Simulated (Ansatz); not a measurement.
**Run report: WSe$_{3}$, geometry relaxation (part 2 of 3)**

The same run, continued: WSe$_{3}$ (Pm-3n, 8 atoms in the cell); DFT r2SCAN, scalar-relativistic, plane waves, PAW, spin-polarised (Ansatz 0.2.0); cutoff 500 eV, 4×4×4 k-mesh, Gaussian smearing of 0.1 eV, collinear spins. The structure was made by swapping elements on the sites of another compound; it need not be a known phase. It belongs to a series of runs on one base structure; here: A15 type (Pm-3n, No. 223).

Geometry of the input (Å; fractional positions):
```
5.8053  0.0000  0.0000
0.0000  5.8053  0.0000
0.0000  0.0000  5.8053
W  0.0000  0.0000  0.0000
W  0.5000  0.5000  0.5000
Se 0.0000  0.5000  0.2500
Se 0.0000  0.5000  0.7500
Se 0.2500  0.0000  0.5000
Se 0.7500  0.0000  0.5000
Se 0.5000  0.7500  0.0000
Se 0.5000  0.2500  0.0000
```

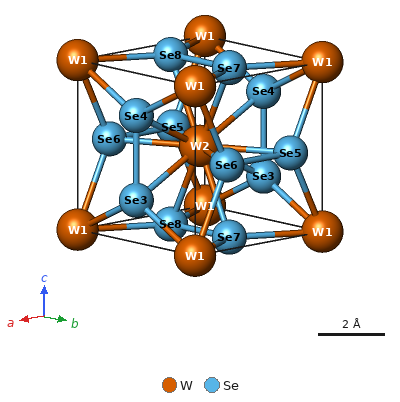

Fig. 1: The geometry at step 4 of the log (ball-and-stick view of the cell of the calculation, seen at an oblique angle; atoms are numbered from 1 in the order of the input).

### The program's output, continued
```
SCF iter   1: F=-53655.890891 eV  HF=-53655.100559 eV  |F-HF|=7.90e-1  |Δ(HF+E_count)|=         —  Δρ=1.04e-2 (↑5.64e-3 ↓1.04e-2)  dr2=3.58e-1  dr2_τ=2.21e-1  dr2_m=8.20e-2  M=4.397 μB ∫|m|=7.348 μB  β_m=1.20  ethr=2.96e-4  ⟨swp⟩=1.8  Hψ=6929  notcnv=0
preconditioner: auto → Kerker (q_TF=auto, 2.593 Å⁻¹)  [metal: Δε(μ)=0.023 eV  Ē_g=9.648 eV  σ=0.100 eV  W_gap=0.13  n_scr=56 (ndim 8)  ℏωp=19.8 eV  f_vac=0.000  D(μ)=6.67/eV (n_scr^D=56)]
spin=Collinear: Kerker preconditioning applied to the charge; magnetization (m = ρ↑ − ρ↓) channel mixes plain (no charge-response kernel on spin).
SCF iter   2: F=-53656.294448 eV  HF=-53656.274296 eV  |F-HF|=2.02e-2  |Δ(HF+E_count)|=    1.17e0  Δρ=3.20e-3 (↑3.20e-3 ↓2.13e-3)  dr2=2.09e-2  dr2_τ=5.40e-3  dr2_m=6.75e-3  M=4.349 μB ∫|m|=6.823 μB  β_m=1.20  ethr=2.89e-4  ⟨swp⟩=2.1  Hψ=2644  notcnv=0  κ⁻¹=1.0e0(r=1)
SCF iter   3: F=-53656.306320 eV  HF=-53656.298540 eV  |F-HF|=7.78e-3  |Δ(HF+E_count)|=   2.42e-2  Δρ=2.00e-3 (↑2.00e-3 ↓1.56e-3)  dr2=1.56e-2  dr2_τ=3.62e-4  dr2_m=1.62e-3  M=4.303 μB ∫|m|=6.564 μB  β_m=1.20  ethr=1.68e-5  ⟨swp⟩=2.1  Hψ=2316  notcnv=0  κ⁻¹=6.8e-3(r=2)
SCF iter   4: F=-53656.311716 eV  HF=-53656.308338 eV  |F-HF|=3.38e-3  |Δ(HF+E_count)|=   9.80e-3  Δρ=1.07e-3 (↑1.07e-3 ↓1.05e-3)  dr2=8.28e-3  dr2_τ=2.98e-5  dr2_m=7.37e-5  M=4.216 μB ∫|m|=6.291 μB  β_m=1.20  ethr=1.26e-5  ⟨swp⟩=2.0  Hψ=2190  notcnv=0  κ⁻¹=1.8e-3(r=3)
SCF iter   5: F=-53656.312302 eV  HF=-53656.312063 eV  |F-HF|=2.38e-4  |Δ(HF+E_count)|=   3.73e-3  Δρ=6.63e-4 (↑6.63e-4 ↓5.52e-4)  dr2=2.61e-3  dr2_τ=2.92e-5  dr2_m=1.68e-4  M=4.080 μB ∫|m|=6.091 μB  β_m=1.20  ethr=6.67e-6  ⟨swp⟩=2.0  Hψ=2491  notcnv=0  κ⁻¹=3.3e-4(r=4)
SCF iter   6: F=-53656.312874 eV  HF=-53656.312789 eV  |F-HF|=8.54e-5  |Δ(HF+E_count)|=   7.25e-4  Δρ=2.66e-4 (↑2.66e-4 ↓2.61e-4)  dr2=4.65e-4  dr2_τ=4.00e-6  dr2_m=1.62e-5  M=4.006 μB ∫|m|=6.088 μB  β_m=1.20  ethr=2.10e-6  ⟨swp⟩=2.2  Hψ=2323  notcnv=0  κ⁻¹=1.7e-4(r=5)
SCF iter   7: F=-53656.312975 eV  HF=-53656.312777 eV  |F-HF|=1.98e-4  |Δ(HF+E_count)|=   1.18e-5  Δρ=1.66e-4 (↑1.66e-4 ↓1.64e-4)  dr2=9.95e-5  dr2_τ=1.84e-6  dr2_m=6.15e-6  M=4.008 μB ∫|m|=6.091 μB  β_m=1.20  ethr=3.75e-7  ⟨swp⟩=1.4  Hψ=1585  notcnv=0  κ⁻¹=5.9e-5(r=6)
SCF iter   8: F=-53656.313036 eV  HF=-53656.312958 eV  |F-HF|=7.79e-5  |Δ(HF+E_count)|=   1.81e-4  Δρ=9.34e-5 (↑8.53e-5 ↓9.34e-5)  dr2=2.37e-5  dr2_τ=4.68e-7  dr2_m=2.73e-6  M=4.030 μB ∫|m|=6.101 μB  β_m=1.20  ethr=8.03e-8  ⟨swp⟩=2.0  Hψ=2457  notcnv=0  κ⁻¹=1.1e-5(r=7)
SCF iter   9: F=-53656.313060 eV  HF=-53656.313056 eV  |F-HF|=4.11e-6  |Δ(HF+E_count)|=   9.79e-5  Δρ=3.98e-5 (↑3.50e-5 ↓3.98e-5)  dr2=4.06e-6  dr2_τ=1.04e-7  dr2_m=3.46e-7  M=4.052 μB ∫|m|=6.116 μB  β_m=1.20  ethr=1.91e-8  ⟨swp⟩=2.0  Hψ=2795  notcnv=0  κ⁻¹=1.3e-6(r=8)
SCF iter  10: F=-53656.313063 eV  HF=-53656.313061 eV  |F-HF|=1.59e-6  |Δ(HF+E_count)|=   5.15e-6  Δρ=2.79e-5 (↑2.79e-5 ↓2.72e-5)  dr2=2.40e-6  dr2_τ=3.63e-8  dr2_m=1.27e-7  M=4.056 μB ∫|m|=6.120 μB  β_m=1.20  ethr=3.27e-9  ⟨swp⟩=2.0  Hψ=2401  notcnv=0  defer=8  κ⁻¹=2.4e-5(r=8)
SCF iter  11: F=-53656.313064 eV  HF=-53656.313064 eV  |F-HF|=1.36e-7  |Δ(HF+E_count)|=   3.43e-6  Δρ=1.04e-5 (↑1.04e-5 ↓1.04e-5)  dr2=4.78e-7  dr2_τ=3.63e-9  dr2_m=1.31e-8  M=4.061 μB ∫|m|=6.127 μB  β_m=1.20  ethr=6.45e-10  ⟨swp⟩=5.2  Hψ=6125  notcnv=0  κ⁻¹=1.1e-5(r=8)
SCF iter  12: F=-53656.313065 eV  HF=-53656.313065 eV  |F-HF|=4.38e-7  |Δ(HF+E_count)|=   6.38e-7  Δρ=5.53e-6 (↑4.77e-6 ↓5.53e-6)  dr2=8.84e-8  dr2_τ=1.00e-9  dr2_m=1.68e-9  M=4.063 μB ∫|m|=6.128 μB  β_m=1.20  ethr=3.85e-10  ⟨swp⟩=4.5  Hψ=5165  notcnv=0  κ⁻¹=5.7e-6(r=8)
SCF iter  13: F=-53656.313065 eV  HF=-53656.313065 eV  |F-HF|=2.98e-9  |Δ(HF+E_count)|=   3.47e-7  Δρ=2.90e-6 (↑2.90e-6 ↓2.64e-6)  dr2=2.14e-8  dr2_τ=6.65e-10  dr2_m=2.40e-9  M=4.063 μB ∫|m|=6.128 μB  ethr=7.13e-11  ⟨swp⟩=3.6  Hψ=4367  notcnv=0
SCF 2 converged in 13 iterations: F = -53656.313065 eV  dr2 = 2.14e-8
[... from here on the iterations of each SCF are left out, up to the last one ...]
relax step   2: F+E_penalty+E_count = -53656.31306478 eV  Δ(F+E_penalty+E_count) = -2.147e0 eV  max|allowed force component| = 2.553e-17 eV/Å  Δτ_max = 0.0000 Å  P = -9.819 GPa  Ω = 168.405 Å³  energy of the carried Pulay correction = +4.573e-3 eV  (13 SCF iters, dr2 threshold 8.00e-7 eV, accepted)
Crystal: 8 atoms, lattice volume = 143.818 Å³
Basis set: ecut = 500 eV, 3743 PW (Γ), exchange–correlation on 180×180×180 points (64 copies of the dense FFT grid, shifted against one another)
preconditioner: auto → Kerker (q_TF=auto, 2.662 Å⁻¹)  [metal: Δε(μ)=0.095 eV  Ē_g=10.564 eV  σ=0.100 eV  W_gap=0.47  n_scr=32 (ndim 8)  ℏωp=21.5 eV  f_vac=0.000  D(μ)=4.31/eV (n_scr^D=26)]
spin=Collinear: Kerker preconditioning applied to the charge; magnetization (m = ρ↑ − ρ↓) channel mixes plain (no charge-response kernel on spin).
WARN: the starting moments were not kept: the SCF closed with an absolute magnetisation of 9.2e-5 μB, where they sum to 7.72 μB in size (8 sites). That is at most 0.1 of that sum. Measured as dr2_m measures the in/out step, that magnetisation stands 7.1e-10 eV from none, at or under the dr2_threshold of 8.0e-7 eV: it is no larger than a step whose dr2_m would equal this threshold. The system may hold no moment; this SCF shows only that its start led to no more than that. This SCF took its magnetisation from the state that an earlier stage of the run handed on, and the starting moments (crystal.atoms[].spin, magnetization.per_species, magnetization.initial_magnetization, or on a non-collinear deck that types none of these the spinor_matrix: blocks that start its atoms; where the total moment is fixed, keep their sum and leave initial_magnetization as it is) reach it only through that state. Under a hybrid functional, moments that its semilocal warm-up loses can be held through it (magnetization.spin_locking: {lock_spins: true, release_at_the_exchange_loop: true}, refused in a deck that types no crystal.atoms[].spin or magnetization.per_species, and beside md: or magnetic_configurations:, beside output.atomic_orbital_hamiltonian at one k-point under exchange of full range, and beside output.current_voltage). To try another start, change the starting moments or, where the run itself opened from a saved state (the deck's checkpoint.read, a session's seed or a resume), run it without that state.
SCF 3 converged in 21 iterations: F = -53657.351449 eV  dr2 = 5.78e-10
relax step   3: F+E_penalty+E_count = -53657.35144903 eV  Δ(F+E_penalty+E_count) = -1.038e0 eV  max|allowed force component| = 4.178e-17 eV/Å  Δτ_max = 0.0000 Å  P = +0.486 GPa  Ω = 143.818 Å³  energy of the carried Pulay correction = +9.333e-3 eV  (21 SCF iters, dr2 threshold 8.00e-7 eV, accepted)
Crystal: 8 atoms, lattice volume = 144.814 Å³
preconditioner: auto → Resta (q_TF=auto, 2.659 Å⁻¹)  ε∞=5.2  [insulator: Δε(μ)=0.115 eV  Ē_g=10.395 eV  σ=0.100 eV  W_gap=0.57  n_scr=32 (ndim 8)  ℏωp=21.4 eV  f_vac=0.000  D(μ)=4.34/eV (n_scr^D=26)  ε∞_Penn≈5.2]
spin=Collinear: Resta preconditioning applied to the charge; magnetization (m = ρ↑ − ρ↓) channel mixes plain (no charge-response kernel on spin).
the starting moments were not kept: the SCF closed with an absolute magnetisation of 1.1e-3 μB, where they sum to 7.72 μB in size (8 sites). That is at most 0.1 of that sum. Measured as dr2_m measures the in/out step, that magnetisation stands 1.0e-7 eV from none, at or under the dr2_threshold of 5.9e-7 eV: it is no larger than a step whose dr2_m would equal this threshold.
SCF 4 converged in 13 iterations: F = -53657.351568 eV  dr2 = 5.61e-10
  greatest PAW one-centre occupation: 1.000 electrons in one spin orbital (limit 2), on the Se atom at site 7 (counted from 0), in its partial waves of l = 2
relax step   4: F+E_penalty+E_count = -53657.35156834 eV  Δ(F+E_penalty+E_count) = -1.193e-4 eV  max|allowed force component| = 3.683e-17 eV/Å  Δτ_max = 0.0000 Å  P = -0.376 GPa  Ω = 144.814 Å³  energy of the carried Pulay correction = +9.126e-3 eV  (13 SCF iters, dr2 threshold 5.91e-7 eV, accepted)
Basis set: ecut = 500 eV, 3743 PW (Γ), exchange–correlation on 160×160×160 points (64 copies of the dense FFT grid, shifted against one another)
Initial wavefunctions: pseudopotential atomic-orbital guess (no wavefunctions were taken with the density)
iter 1 solved again at ethr=2.35e-8 eV; its pass at ethr=3.10e-3 eV (dr2=2.91e-5 eV) is discarded
SCF iter   1: F=-53657.345940 eV  HF=-53657.345889 eV  |F-HF|=5.04e-5  |Δ(HF+E_count)|=         —  Δρ=1.90e-4 (↑1.90e-4 ↓1.90e-4)  dr2=2.04e-5  dr2_τ=8.15e-5  dr2_m=1.06e-10  M=-0.001 μB ∫|m|=0.001 μB  β_m=1.20  ethr=2.35e-8  ⟨swp⟩=3.2  Hψ=10434  notcnv=0
preconditioner: auto → Resta (q_TF=auto, 2.659 Å⁻¹)  ε∞=5.2  [insulator: Δε(μ)=0.123 eV  Ē_g=10.394 eV  σ=0.100 eV  W_gap=0.60  n_scr=32 (ndim 8)  ℏωp=21.4 eV  f_vac=0.000  D(μ)=4.30/eV (n_scr^D=26)  ε∞_Penn≈5.2]
spin=Collinear: Resta preconditioning applied to the charge; magnetization (m = ρ↑ − ρ↓) channel mixes plain (no charge-response kernel on spin).
SCF iter   2: F=-53657.345934 eV  HF=-53657.345918 eV  |F-HF|=1.59e-5  |Δ(HF+E_count)|=   2.88e-5  Δρ=1.35e-4 (↑1.35e-4 ↓1.35e-4)  dr2=1.08e-5  dr2_τ=4.16e-6  dr2_m=1.16e-10  M=-0.001 μB ∫|m|=0.001 μB  β_m=1.20  ethr=1.65e-8  ⟨swp⟩=2.0  Hψ=2252  notcnv=0  κ⁻¹=1.0e0(r=1)
SCF iter   3: F=-53657.345935 eV  HF=-53657.345931 eV  |F-HF|=4.52e-6  |Δ(HF+E_count)|=   1.28e-5  Δρ=7.11e-5 (↑7.10e-5 ↓7.11e-5)  dr2=3.03e-6  dr2_τ=1.38e-6  dr2_m=1.26e-10  M=-0.001 μB ∫|m|=0.001 μB  β_m=1.20  ethr=8.74e-9  ⟨swp⟩=1.0  Hψ=1600  notcnv=0  κ⁻¹=6.0e-2(r=2)
SCF iter   4: F=-53657.345936 eV  HF=-53657.345935 eV  |F-HF|=3.72e-7  |Δ(HF+E_count)|=   4.49e-6  Δρ=1.94e-5 (↑1.94e-5 ↓1.94e-5)  dr2=2.18e-7  dr2_τ=6.99e-8  dr2_m=1.22e-10  M=-0.001 μB ∫|m|=0.001 μB  β_m=1.20  ethr=2.45e-9  ⟨swp⟩=2.0  Hψ=2150  notcnv=0  κ⁻¹=1.6e-2(r=3)
SCF iter   5: F=-53657.345936 eV  HF=-53657.345936 eV  |F-HF|=5.88e-9  |Δ(HF+E_count)|=   3.82e-7  Δρ=2.38e-6 (↑2.35e-6 ↓2.38e-6)  dr2=8.78e-9  dr2_τ=1.62e-9  dr2_m=1.03e-10  M=-0.000 μB ∫|m|=0.001 μB  β_m=1.20  ethr=1.76e-10  ⟨swp⟩=2.0  Hψ=2236  notcnv=0  κ⁻¹=2.1e-4(r=4)
SCF iter   6: F=-53657.345936 eV  HF=-53657.345936 eV  |F-HF|=2.97e-9  |Δ(HF+E_count)|=   5.82e-9  Δρ=1.39e-6 (↑1.39e-6 ↓1.30e-6)  dr2=2.75e-9  dr2_τ=5.37e-10  dr2_m=8.75e-11  M=-0.000 μB ∫|m|=0.001 μB  ethr=4.13e-12  ⟨swp⟩=3.2  Hψ=4231  notcnv=0
the starting moments were not kept: the SCF closed with an absolute magnetisation of 7.8e-4 μB, where they sum to 7.72 μB in size (8 sites). That is at most 0.1 of that sum.
SCF 5 converged in 6 iterations: F = -53657.345936 eV  dr2 = 2.75e-9
relax step   5: F+E_penalty+E_count = -53657.34593564 eV  Δ(F+E_penalty+E_count) = +5.633e-3 eV  max|allowed force component| = 5.674e-17 eV/Å  Δτ_max = 0.0000 Å  P = -0.389 GPa  Ω = 144.814 Å³  stress off target by 3.89e-1 GPa  SCF on the basis re-selected at this cell (its energy is not comparable with the rows above)  (6 SCF iters)
```

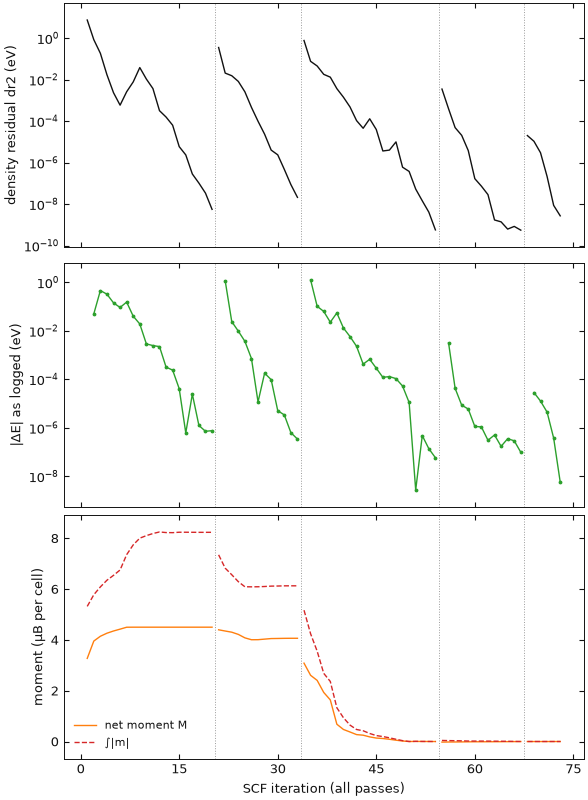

Fig. 2: Convergence of the self-consistent field: density residual dr2, size of the energy change and magnetic moment against the SCF iteration. The dotted lines part the SCF passes of the relaxation: geometry steps, rejected trials and re-solves on a re-selected basis. The 5 passes take 6 to 21 iterations each, 73 in all. The net moment goes from 3.3 to 0.0 μB per cell, with excursions between 0.0 and 4.5 on the way, and ∫|m| falls to zero.

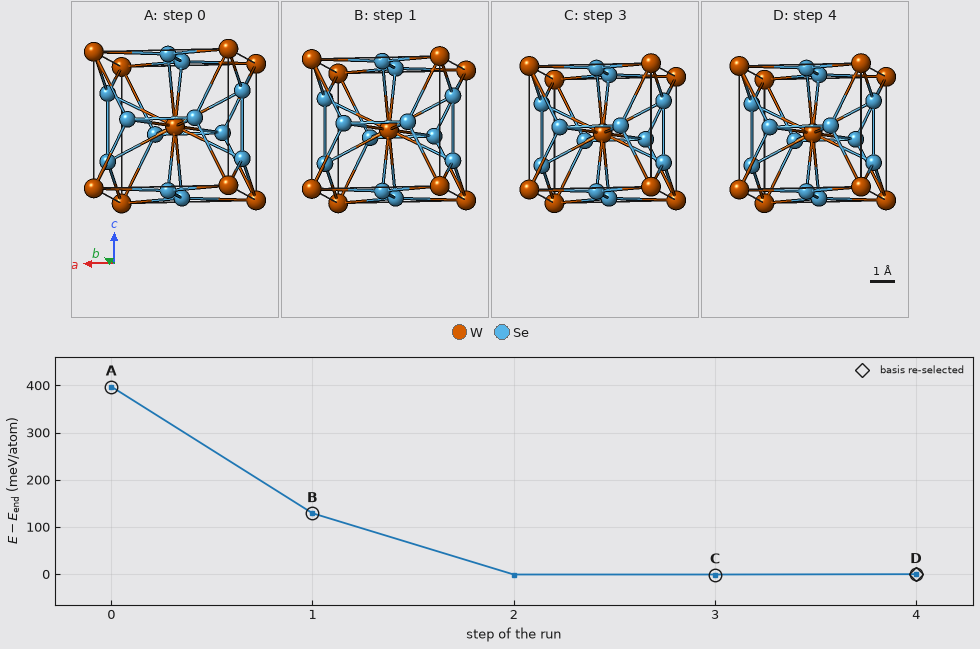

Fig. 3: Frames of the relaxation (ball-and-stick view of the cell of the calculation, seen at an oblique angle) above the curves, on which the letters mark them (the first geometry is step 0 here and step 1 in the log).

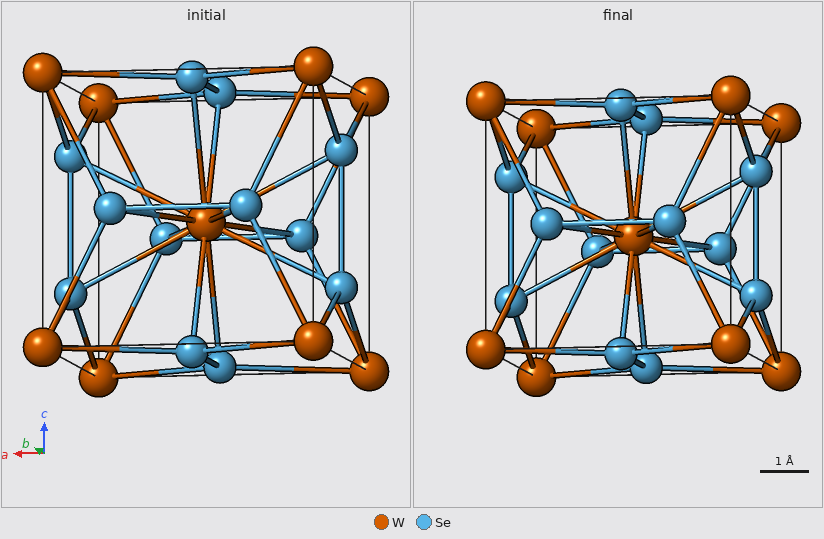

Fig. 4: Before (left) and after (right) the relaxation, at one scale (ball-and-stick view of the cell of the calculation, seen at an oblique angle). The atoms keep their places relative to the cell (all moves are under 0.005 Å). Cell: a = b = c 5.805 → 5.251 Å (−9.5 %). Volume −26.0 %. Among the contacts that change: W1–Se3 3.245 → 2.936 Å, Se3–Se4 2.903 → 2.626 Å. The space group stays Pm-3n (No. 223). Over 3 geometry steps the energy falls by 398 meV per atom. All forces vanish by symmetry, so only the cell relaxes. Pressure: −14.65 GPa at the start and −0.39 GPa at the end. A last SCF at the same geometry on a re-selected plane-wave basis shifts the energy by +0.7 meV per atom. (Atoms are counted from 1 in the order of the input.)
